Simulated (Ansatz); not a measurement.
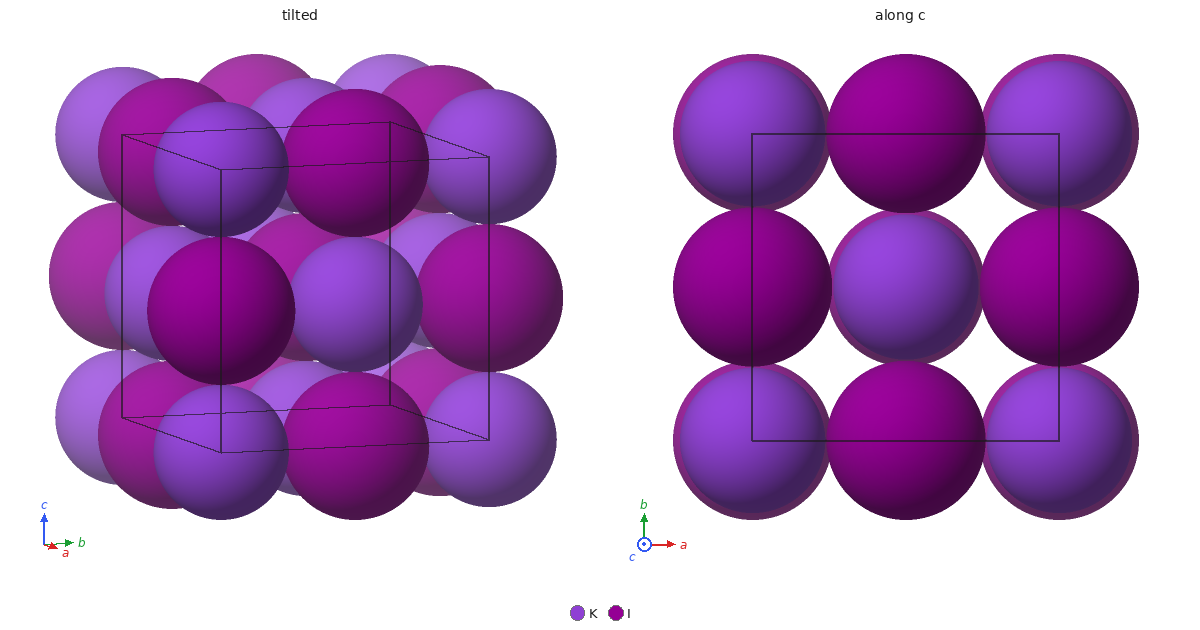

The crystal in a space-filling representation, seen slightly off an axis and along the c axis. The frame is the conventional unit cell; atoms at its boundary are shown with their periodic copies.

KI, rock salt (NaCl type), space group Fm-3m (No. 225), a = 7.089 Å, b = 7.089 Å, c = 7.089 Å, α = 90.00°, β = 90.00°, γ = 90.00°. It derives from a structure type filled with these elements by a generator (whether the compound takes this form wasn't checked). Earlier steps of the study, as a rule a relaxation of our own, may have changed the cell and positions, so they can lie some per cent off the listed ones. It was run through Ansatz as a DFT input.

This one geometry was computed with Ansatz (DFT, plane waves, PAW) at five levels of theory: HSE06, r2SCAN, PBE0, PBE and PBE with spin-orbit coupling. It was relaxed beforehand with r2SCAN.

How does the band gap change with the level of theory?

PBE with spin-orbit coupling: a gap of 3.62 eV, direct; PBE: a gap of 3.94 eV, direct; r2SCAN: a gap of 4.59 eV, direct; HSE06: a gap of 4.94 eV, direct; PBE0: a gap of 5.63 eV, direct.

Collect the results in a table.

| level | cutoff (eV) | k-mesh of the run's cell | gap (eV) | pressure (GPa) |
| --- | --- | --- | --- | --- |
| HSE06 | 420 | 4×4×4 | 4.94 | 0.3 |
| r2SCAN | 500 | 6×6×6 | 4.59 | 0.0 |
| PBE0 | 420 | 4×4×4 | 5.63 | 0.3 |
| PBE | 420 | 6×6×6 | 3.94 | 0.5 |
| PBE with spin-orbit coupling | 420 | 6×6×6 | 3.62 | 0.5 |

Gaps are taken on the k-mesh or band path of each run.
